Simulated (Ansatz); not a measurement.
# Run report: CuO, geometry relaxation

- system: CuO (4 atoms in the cell)
- method: DFT PBE, scalar-relativistic, plane waves, PAW, no spin polarisation (Ansatz 0.2.0)

The structure derives from an entry of the Crystallography Open Database.

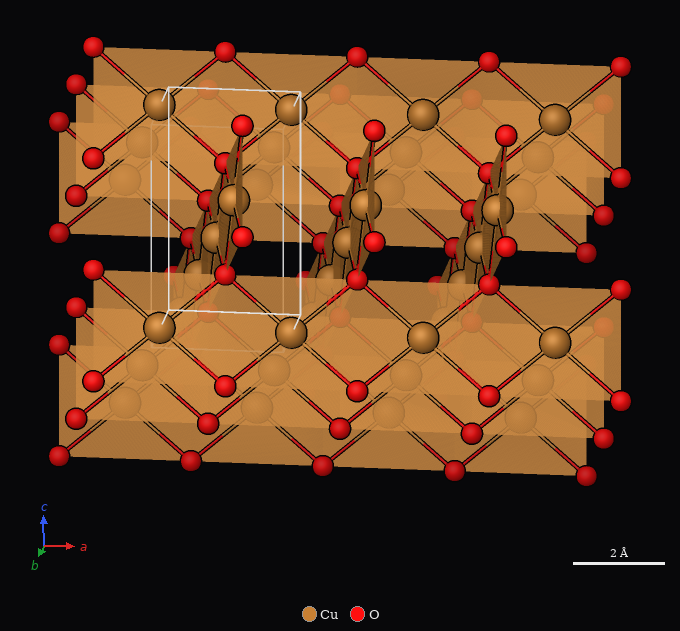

The starting structure (polyhedral view of the cell of the calculation, repeated 3 × 3 × 1, seen at an oblique angle; polyhedra are completed across the faces of the cell).

Results in brief

- outcome: converged
- space group (tolerance 0.01 Å): Cccm (66)
- electrons treated: 50
- free energy: −14382.5651 eV
- Fermi energy: 10.693 eV
- gap on the k-point mesh: none (metallic)
- pressure: 0.00 GPa
- final volume: 44.79 Å³
- largest force (length of the vector) at the end: 0.001 eV/Å
- final cell: a = 2.948 Å, b = 2.948 Å, c = 5.152 Å, α = 90.01°, β = 90.01°, γ = 89.85°
- hardware: 4 threads of Arm Neoverse V2, 24 GiB of memory available, shared host
- wall time: 17 s (CPU time 53 s)
- peak memory: 0.57 GiB

Notes

The run has no spin polarisation, so a magnetic state may lie lower.

Input file
```yaml
crystal:
  lattice:
    - [2.0811537784, -2.0820804211, 0.1647375781]
    - [2.0811537784, 2.0820804211, 0.1647375781]
    - [-0.408362293, 0.0, 5.1355966224]
  atoms:
    - { symbol: Cu, position: [-0.00575, 0.49425, 0.00185] }
    - { symbol: Cu, position: [0.49425, -0.00575, 0.50185] }
    - { symbol: O, position: [0.4943161646, 0.4941838353, 0.25185] }
    - { symbol: O, position: [0.4941838353, 0.4943161646, 0.75185] }
basis:
  ecutwfc: 420
  ecutrho_ratio: 4
kpoints:
  mp_grid: { grid: [12, 12, 8] }
hamiltonian:
  xc: pbe
scf:
  occupations: { method: gaussian, width: 0.05 }
output:
  forces: true
  stress: true
  eigenvalues: true
relax:
  f_tol: 0.01
  max_steps: 30
  cell: { stress_tol: 0.05 }
```

Run as:
```bash
ansatz run input.yaml --threads 4 --pin off --max-ram 10240MiB --backend cpu --events-out ev --progress --plain --runs-dir out
```

The program's output
```
Engine: ansatz 0.2.0, aarch64-unknown-linux-gnu
Pseudopotentials: kind: paw
Pseudopotential: Cu, paw, valence charge 19, recommended cutoff 420 eV (normal), Cu.paw.azcp
Pseudopotential: O, paw, valence charge 6, recommended cutoff 420 eV (normal), O.paw.azcp
Functional definition: PBE
  parameter kappa = 0.804
  parameter beta = 0.06672455060314922
  exchange = pbe_x(kappa = kappa, mu = beta*pi^2/3)
  correlation = pbe_c(beta = beta)
Crystal: 4 atoms, lattice volume = 44.787 Å³
Basis set: ecut = 420 eV, 845 PW (Γ), exchange–correlation on 40×40×72 points (8 copies of the dense FFT grid, shifted against one another)
Bands: 30, of which v1, the nominal top of the filled ones, is band 25 counted from 1 (24 counted from 0)
Symmetry: 4 space group operations
Space group: C2/c (ITA 15), of the structure as read, at distance tolerance 3.6e-5 Å
k-points: 320 of 1152
Non-local potential: Cu, projectors of the file, l = 0: 3, l = 1: 2, l = 2: 3, l = 3: 1
Non-local potential: O, projectors of the file, l = 0: 2, l = 1: 2, l = 2: 1
PAW form: soft (Blöchl's): semilocal exchange-correlation on the pseudo side does not see the compensation charge
PAW one-centre angular grid: Cu, 590 points (default); XC on 64 Gauss nodes
PAW one-centre angular grid: O, 110 points (default); XC on 64 Gauss nodes
Initial density: superposition of atomic densities (neutral atoms: chi_scale 0, normalization atom), corrected by the library's trained network
Initial wavefunctions: pseudopotential atomic-orbital guess
Functional: x = pbe(κ = 0.804, μ = 0.2195149727645171), c = pbe(β = 0.06672455060314922)
SCF iter   1: F=—  HF=-14382.565786 eV  |F-HF|=—  |Δ(HF+E_count)|=         —  Δρ=5.73e-3  dr2=4.67e-3  ethr=1.77e-3  ⟨swp⟩=5.6  Hψ=34420  notcnv=0
preconditioner: auto → LDOS  [metal: Δε(μ)=0.002 eV  Ē_g=11.025 eV  σ=0.050 eV  W_gap=0.03  n_scr=16 (ndim 8)  ℏωp=32.4 eV  f_vac=0.051  D(μ)=3.02/eV (n_scr^D=36)  β→1.0]
SCF iter   2: F=—  HF=-14382.565294 eV  |F-HF|=—  |Δ(HF+E_count)|=   4.92e-4  Δρ=1.65e-3  dr2=4.42e-4  ethr=9.35e-6  ⟨swp⟩=2.0  Hψ=17231  notcnv=0
SCF iter   3: F=—  HF=-14382.565212 eV  |F-HF|=—  |Δ(HF+E_count)|=   8.24e-5  Δρ=5.55e-4  dr2=8.89e-5  ethr=8.83e-7  ⟨swp⟩=2.0  Hψ=14843  notcnv=0
SCF iter   4: F=—  HF=-14382.565093 eV  |F-HF|=—  |Δ(HF+E_count)|=   1.18e-4  Δρ=5.42e-4  dr2=8.52e-5  ethr=1.78e-7  ⟨swp⟩=2.0  Hψ=17284  notcnv=0
SCF iter   5: F=—  HF=-14382.565083 eV  |F-HF|=—  |Δ(HF+E_count)|=   1.08e-5  Δρ=3.30e-4  dr2=3.00e-5  ethr=1.70e-7  ⟨swp⟩=1.0  Hψ=9386  notcnv=0
SCF iter   6: F=—  HF=-14382.565077 eV  |F-HF|=—  |Δ(HF+E_count)|=   5.22e-6  Δρ=1.08e-4  dr2=3.19e-6  ethr=5.99e-8  ⟨swp⟩=2.4  Hψ=12140  notcnv=0
SCF iter   7: F=—  HF=-14382.565077 eV  |F-HF|=—  |Δ(HF+E_count)|=   5.11e-7  Δρ=1.84e-5  dr2=1.02e-7  ethr=6.38e-9  ⟨swp⟩=2.0  Hψ=11604  notcnv=0
SCF iter   8: F=-14382.565077 eV  HF=-14382.565077 eV  |F-HF|=2.86e-10  |Δ(HF+E_count)|=   1.55e-8  Δρ=1.84e-6  dr2=7.94e-10  ethr=2.00e-10  ⟨swp⟩=6.0  Hψ=31638  notcnv=0
SCF 1 converged in 8 iterations: F = -14382.565077 eV  dr2 = 7.94e-10
  greatest PAW one-centre occupation: 1.000 electrons in one spin orbital (limit 2), on the Cu atom at site 0 (counted from 0), in its partial waves of l = 0
relax step   1: F+E_penalty+E_count = -14382.56507694 eV  Δ(F+E_penalty+E_count) = +0.000e0 eV  max|allowed force component| = 5.148e-4 eV/Å  Δτ_max = 0.0000 Å  P = +0.001 GPa  Ω = 44.787 Å³  (8 SCF iters, dr2 threshold 1.00e-7 eV, accepted)
Initial density: handed on by an earlier stage of this run
Initial wavefunctions: pseudopotential atomic-orbital guess (no wavefunctions were taken with the density)
iter 1 solved again at ethr=8.61e-8 eV; its pass at ethr=3.10e-3 eV (dr2=4.30e-5 eV) is discarded
SCF iter   1: F=—  HF=-14382.565185 eV  |F-HF|=—  |Δ(HF+E_count)|=         —  Δρ=1.94e-6  dr2=6.08e-10  ethr=8.61e-8  ⟨swp⟩=3.0  Hψ=59422  notcnv=0
eigensolver tolerance schedule: the retry pair's looser diagonalisation over-reported the residual by 70758.62 of it (diagonalisation noise at an unbounded share of the residual, at the tolerance the schedule requests for it); recorded, not acted on — ethr = c·dr2/N_el stays at c = 1.0e-1
preconditioner: auto → LDOS  [metal: Δε(μ)=0.002 eV  Ē_g=11.029 eV  σ=0.050 eV  W_gap=0.03  n_scr=16 (ndim 8)  ℏωp=32.4 eV  f_vac=0.050  D(μ)=3.07/eV (n_scr^D=36)  β→1.0]
SCF iter   2: F=—  HF=-14382.565077 eV  |F-HF|=—  |Δ(HF+E_count)|=   1.08e-4  Δρ=2.21e-6  dr2=1.04e-9  ethr=1.22e-12  ⟨swp⟩=3.1  Hψ=25652  notcnv=0
SCF iter   3: F=—  HF=-14382.565077 eV  |F-HF|=—  |Δ(HF+E_count)|=  3.13e-10  Δρ=1.29e-6  dr2=4.39e-10  ethr=1.22e-12  ⟨swp⟩=2.0  Hψ=17621  notcnv=0
SCF iter   4: F=—  HF=-14382.565077 eV  |F-HF|=—  |Δ(HF+E_count)|=  1.09e-11  Δρ=9.64e-7  dr2=2.81e-10  ethr=1.00e-12  ⟨swp⟩=1.0  Hψ=9600  notcnv=0
SCF iter   5: F=—  HF=-14382.565077 eV  |F-HF|=—  |Δ(HF+E_count)|=  5.46e-12  Δρ=6.94e-7  dr2=1.46e-10  ethr=1.00e-12  ⟨swp⟩=1.0  Hψ=9600  notcnv=0
SCF iter   6: F=-14382.565077 eV  HF=-14382.565077 eV  |F-HF|=1.27e-11  |Δ(HF+E_count)|=  2.00e-11  Δρ=1.20e-7  dr2=5.01e-12  ethr=1.00e-12  ⟨swp⟩=3.0  Hψ=33172  notcnv=0
SCF 2 converged in 6 iterations: F = -14382.565077 eV  dr2 = 5.01e-12
  greatest PAW one-centre occupation: 1.000 electrons in one spin orbital (limit 2), on the Cu atom at site 1 (counted from 0), in its partial waves of l = 0
relax step   2: F+E_penalty+E_count = -14382.56507694 eV  Δ(F+E_penalty+E_count) = -6.330e-10 eV  max|allowed force component| = 5.148e-4 eV/Å  Δτ_max = 0.0000 Å  P = +0.001 GPa  Ω = 44.787 Å³  stress off target by 2.27e-2 GPa  SCF on the basis re-selected at this cell (its energy is not comparable with the rows above)  (6 SCF iters)
```

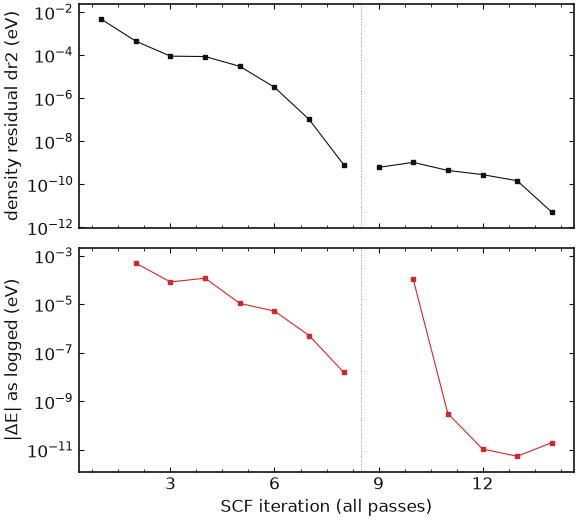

Convergence of the self-consistent field: density residual dr2 and size of the energy change against the SCF iteration. The dotted lines part the SCF passes of the relaxation: geometry steps, rejected trials and re-solves on a re-selected basis. The passes take 8 and 6 iterations.

```
basis re-selected at this cell: Δ(F+E_penalty+E_count) = -6.330e-10 eV, ΔP = -0.000 GPa vs the last step (what re-selecting the basis moved, of the pressure what is left beyond the Pulay correction that the steps carried, after the strain that the cell walked since its last selection, with what the two solves' SCF thresholds leave and, on support functions, any second-order correction that the steps lacked; it is no measure of the basis error at this ecutwfc). This SCF's stress stands 2.27e-2 GPa from its target on what of the cell is left free (relax.cell.stress_tol is 5.00e-2 GPa) and its largest allowed force component is 5.15e-4 eV/Å (relax.f_tol is 1.00e-2 eV/Å): within both
SCF converged after 6 iterations
Free energy (F): -14382.565077 eV
Harris-Foulkes:  -14382.565077 eV  (|F-HF|=1.27e-11)
Internal energy: -14382.561243 eV  (E = F + TS)
E sigma→0 (E₀):  -14382.563160 eV
Entropy (-TS):   -0.003834 eV (-0.959 meV/atom)
Fermi energy:    10.693174 eV
--- Per-component energies (eV) ---
  E_band       = -934.308745
  E_kinetic    = 941.025456
  E_local      = -10195.507683  (includes V_loc(G=0)·N_el)
  E_nonlocal   = 876.007133
  E_hartree    = 4412.784971
  E_xc         = -323.251933
  E_vxc        = -414.863941  (∫ρ·V_xc dr)
  E_paw        = -3637.425195  (= ΣΔE_a)
  E_vpaw       = -966.544968  (= ΣTr[D̂ρ^β])
  E_aug_tail   = 0.005528  (compensation charges beyond the density's cutoff)
  E_ewald      = -6456.199519
  E_smearing   = -0.003834  (= −TS)
  E_closure    = 0.000000  (closes the sum)
  Σ components = -14382.565077   (vs F -14382.565077, Δ=0.00e0)
--- Forces (eV/Å), atoms counted from 1 ---
  atom   1  Cu     0.00000000     0.00000000    -0.00000000
  atom   2  Cu     0.00000000     0.00000000    -0.00000000
  atom   3  O     -0.00000000    -0.00051482     0.00000000
  atom   4  O      0.00000000     0.00051482    -0.00000000
  max |Σ_I F_I| component: 8.27e-25 eV/Å
--- Stress (GPa, compression-positive) ---
       -0.020765      -0.000000       0.006694
       -0.000000       0.022593       0.000000
        0.006694       0.000000       0.000345
  P = ⅓ Tr σ = 0.0007 GPa (0.007 kbar)
--- Band table (eV; the first three rows and the last of 320) ---
  k-point 0: bands = ["-102.0043", "-102.0040", "-59.4991", "-59.4990", "-59.4637", "-59.4584", "-59.1614", "-59.1614", "-9.0800", "-7.7770", "2.6286", "5.2881", "5.2936", "6.9957", "7.2269", "7.2273", "7.4453", "7.7401", "8.2333", "8.3235", "8.3256", "8.3414", "8.4317", "8.8006", "11.3520", "11.3583", "12.0376", "16.7205", "17.9006", "23.7967"]
  k-point 1: bands = ["-102.0043", "-102.0040", "-59.4991", "-59.4990", "-59.4635", "-59.4586", "-59.1614", "-59.1614", "-9.0386", "-7.8377", "2.7820", "5.2935", "5.2986", "6.9899", "7.1474", "7.1475", "7.4284", "7.4459", "8.2892", "8.3448", "8.4282", "8.4505", "8.4528", "8.7623", "11.2851", "11.2912", "12.2603", "16.2191", "18.5361", "23.8472"]
  k-point 2: bands = ["-102.0043", "-102.0041", "-59.4991", "-59.4991", "-59.4630", "-59.4592", "-59.1614", "-59.1614", "-8.9180", "-8.0043", "3.2216", "5.3068", "5.3108", "6.5489", "6.9948", "6.9950", "7.1879", "7.4419", "8.3350", "8.3545", "8.4184", "8.6618", "8.7323", "8.7349", "11.1081", "11.1133", "12.7915", "15.4813", "19.6533", "24.0027"]
  k-point 319: bands = ["-102.0032", "-102.0032", "-59.5094", "-59.5094", "-59.4591", "-59.4591", "-59.1696", "-59.1696", "-7.7535", "-7.7535", "4.8891", "4.8891", "5.0160", "5.0160", "5.3243", "5.3243", "7.8311", "7.8311", "8.3589", "8.3589", "8.8022", "8.8022", "9.2853", "9.2853", "10.1770", "10.1770", "14.6484", "14.6484", "20.9856", "20.9856"]
--- Relaxed structure (1 steps of the walk, 1 accepted, 1 SCFs on fresh bases) ---
  F+E_penalty+E_count = -14382.56507694 eV   max|allowed force component| = 5.148e-4 eV/Å   (the final SCF, on the basis selected at the relaxed cell)
  cell:  # Å, volume = 44.7865 Å³
    - [2.0811537784, -2.0820804211, 0.1647375781]
    - [2.0811537784, 2.0820804211, 0.1647375781]
    - [-0.408362293, 0.0, 5.1355966224]
  atoms:
    - { symbol: Cu, position: [-0.005750000024999934, 0.4942499999749999, 0.001850000000000001] }
    - { symbol: Cu, position: [0.4942499999749999, -0.005750000024999931, 0.5018500000000001] }
    - { symbol: O, position: [0.49431616462499994, 0.494183835325, 0.25185] }
    - { symbol: O, position: [0.494183835325, 0.49431616462499994, 0.7518500000000001] }
```

Trajectory as extended XYZ (Å, eV, eV/Å), 2 frames, from step=1 to step=2
```
4
Lattice="2.0812 -2.0821 0.1647 2.0812 2.0821 0.1647 -0.4084 0.0000 5.1356" Properties=species:S:1:pos:R:3:forces:R:3 step=1 energy=-14382.56508 pressure_GPa=0.00
Cu    1.0159    1.0410    0.0900    0.0000   0.0000   0.0000
Cu    0.8117   -1.0410    2.6578    0.0000   0.0000   0.0000
O     1.9544   -0.0003    1.4562    0.0000  -0.0005   0.0000
O     1.7502    0.0003    4.0240    0.0000   0.0005   0.0000
4
Lattice="2.0812 -2.0821 0.1647 2.0812 2.0821 0.1647 -0.4084 0.0000 5.1356" Properties=species:S:1:pos:R:3:forces:R:3 step=2 energy=-14382.56508 pressure_GPa=0.00
Cu    1.0159    1.0410    0.0900    0.0000   0.0000   0.0000
Cu    0.8117   -1.0410    2.6578    0.0000   0.0000   0.0000
O     1.9544   -0.0003    1.4562    0.0000  -0.0005   0.0000
O     1.7502    0.0003    4.0240    0.0000   0.0005   0.0000
```
